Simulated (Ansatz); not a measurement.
# GaAs(100) (F-43m bulk, 9 atomic planes (those closer than 0.6 Å count as one), 12 Å, As-terminated, slab composition As5Ga4): simulated STM

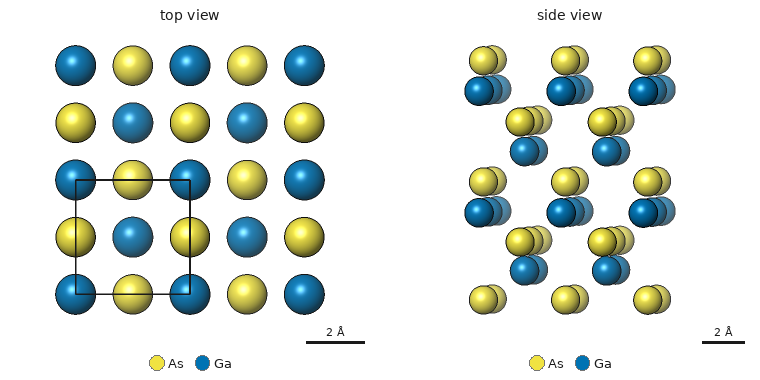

The relaxed structure from above and from the side.

The calculation used DFT PBE, scalar-relativistic, plane waves, PAW in Ansatz 0.2.0. Cutoff 420 eV, 15 × 15 k-points, Gaussian smearing 0.05 eV, dipole correction. The slab is a cut without reconstruction beyond its cell, at the source's lattice constants, with its lower half held fixed and the rest relaxed. Real surfaces of this kind mostly reconstruct in larger cells, which this cell doesn't allow. No spin polarisation; a magnetic state wasn't tried and may lie lower. The run couldn't confirm all of its levels under its output density. The run warns that the functional's potential is rough in the thin density of the vacuum, where the tip is; weak contrasts and barriers may feel it.

Images follow the Tersoff–Hamann model: the current is the local density of the sample's states between the Fermi level and the bias, at the tip's centre. Bias windows are sharp sums over the levels of the k mesh.

Input

```yaml
crystal:
  lattice:
    - [3.99776961, 0.0, 0.0]
    - [0.0, 3.99776961, 0.0]
    - [0.0, 0.0, 28.3073998247]
  atoms:
    - { symbol: As, position: [0.0, 0.5, 0.3002748417] }
    - { symbol: Ga, position: [0.5, 0.5, 0.3502061312] }
    - { symbol: As, position: [0.5, 0.0, 0.4001374208] }
    - { symbol: Ga, position: [0.0, 0.0, 0.4500687104] }
    - { symbol: As, position: [0.0, 0.5, 0.5021253848] }
    - { symbol: Ga, position: [0.5, 0.5, 0.5540542833] }
    - { symbol: As, position: [0.5, 0.0, 0.6054041567] }
    - { symbol: Ga, position: [0.0, 0.0, 0.6580394249] }
    - { symbol: As, position: [0.0, 0.5, 0.7092163181] }
basis:
  ecutwfc: 420.0
  fft_grid_basis: typed
kpoints:
  mp_grid: { grid: [15, 15, 1] }
hamiltonian:
  xc: pbe
scf:
  occupations: { method: gaussian, width: 0.05 }
output:
  forces: true
  eigenvalues: true
  band_densities:
    - { e_range: [-2.0, -1.0] }
    - { e_range: [-1.0, -0.5] }
    - { e_range: [-0.5, -0.25] }
    - { e_range: [-0.25, 0.0] }
    - { e_range: [0.0, 0.25] }
    - { e_range: [0.25, 0.5] }
    - { e_range: [0.5, 1.0] }
    - { e_range: [1.0, 1.5] }
  band_residual_tolerance: 1.0e-05
  write_potential: true
  elf: true
  write_density: true
  volumetric_format: npy
efield:
  axis: 3
  dipole_correction: true
  ramp_width: 0.04
checkpoint:
  read: start.run
  write: ck
  compress: false
  write_wavefunctions: false
  write_every: 100000
```

Command:

```sh
ansatz run input.yaml --threads 2 --pin off --max-ram 4423MiB --backend cpu --events-out ev --progress --plain --runs-dir out
```

This last single point, started from the relaxation's saved density, took 47 s on 2 threads of AMD EPYC 9R45 (Zen 5), on a shared host, peak memory 1.8 GiB.

### 1. One image

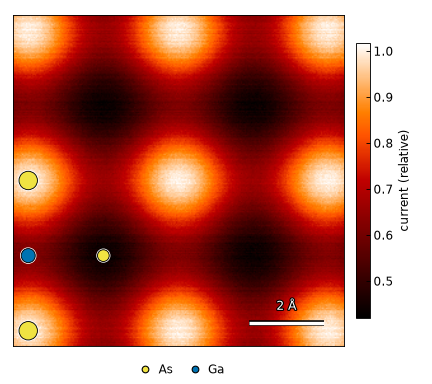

Constant-height image 4.0 Å above the topmost atom of this surface, sample bias +0.25 V. The atoms seen from above are drawn over one corner (deeper ones smaller). Noise was added to mimic a scan.

Question: Which atoms or sites appear bright, which dark, and how strong is the contrast?

Answer: The brightest spots lie over the top As atoms; the darkest points are over the sites above the As atoms 2.9 Å below the top plane. The brightest point carries 2.3 times the current of the darkest.

### 2. Approach curves

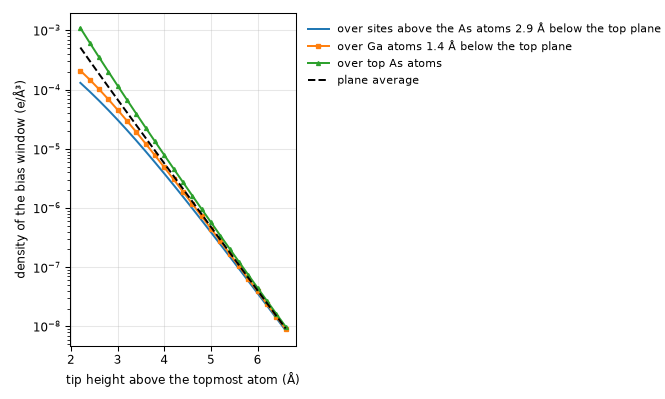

Approach curves over this surface at a sample bias of +1.50 V.

Question: How fast does the current decay, and what apparent barrier height does that imply?

Answer: Near 4 Å the plane average falls as exp(−2.47 z/Å), a factor of 12 per ångström, which gives an apparent barrier of 5.8 eV (0.952 eV Å² times the slope squared). The vacuum level lies 5.80 eV above zero bias. The upper edge of the window lies 4.30 eV under it. The apparent barrier is above 4.30 eV. At 4 Å the 0.50 eV of states nearest the upper edge carry 4 % of the density, so deeper states, or ones away from the zone centre, set the barrier.

### 3. States by depth

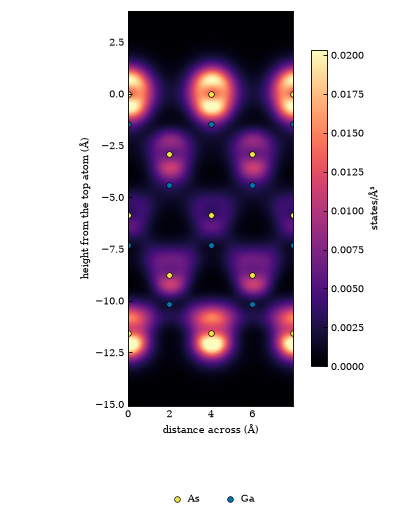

Density of all states between −0.25 and 0.00 eV (zero: the Fermi level) of this surface: side view, averaged along the second cell vector.

The picture shows the smooth PAW orbitals' density alone; the shares below count all of it.

Question: Where in the slab do these states sit?

Answer: The window holds 1.2 states per cell. Shares by plane (space cut midway between planes), top to bottom: As 25 %, Ga 11 %, As 8 %, Ga 6 %, As 5 %, Ga 6 %, As 7 %, Ga 9 %, As 22 %; the outer planes' shares include the vacuum, and density in a gap between layers is shared out between the planes on either side. The outer planes of both faces hold more than their share.
